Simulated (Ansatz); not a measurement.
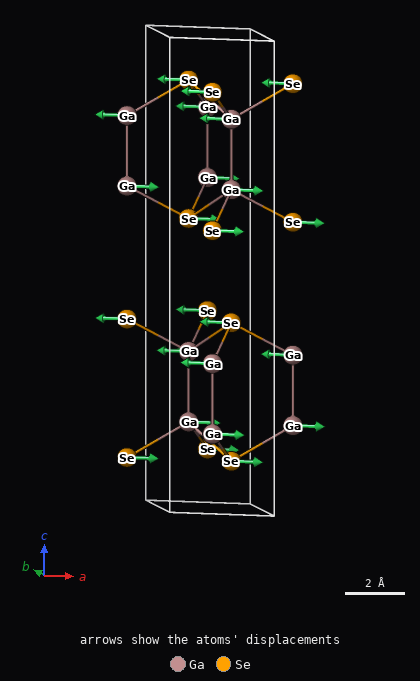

Normal modes of crystalline GaSe, space group P6₃/mmc (No. 194), at the zone centre. The optical levels lie at 13 (×2), 22, 54 (×2), 55 (×2), 125, 127, 204 (×4), 209 (×4), 236, 242, 304 (×2) cm⁻¹. One mode is drawn. The green arrows are the displacements of the atoms (eigenvector over the root of the mass), of arbitrary overall length and sign. Style: ball-and-stick. Shown: the cell of the calculation, slightly off an axis.

Theory: DFT PBEsol, scalar-relativistic, plane waves, PAW in Ansatz. Set-up: plane-wave cutoff 420 eV; k-point mesh 12 × 12 × 2; occupations fixed; no spin polarisation.

Frequencies are those without the non-analytic (LO–TO) term.

**To which level does it belong?**

The level at 55 cm⁻¹. This is the E₁g mode (doubly degenerate; one member of the set is drawn), optical level 4 of 11, counted from below, Raman-active by symmetry. All motion is along a; atoms of one kind move against one another, with no net shift of any sublattice; the Ga–Ga, Ga–Se bond lengths don't change to first order, so for these it is a bending, tilting or sliding motion; the kinetic energy is shared as Se 53 %, Ga 47 %.
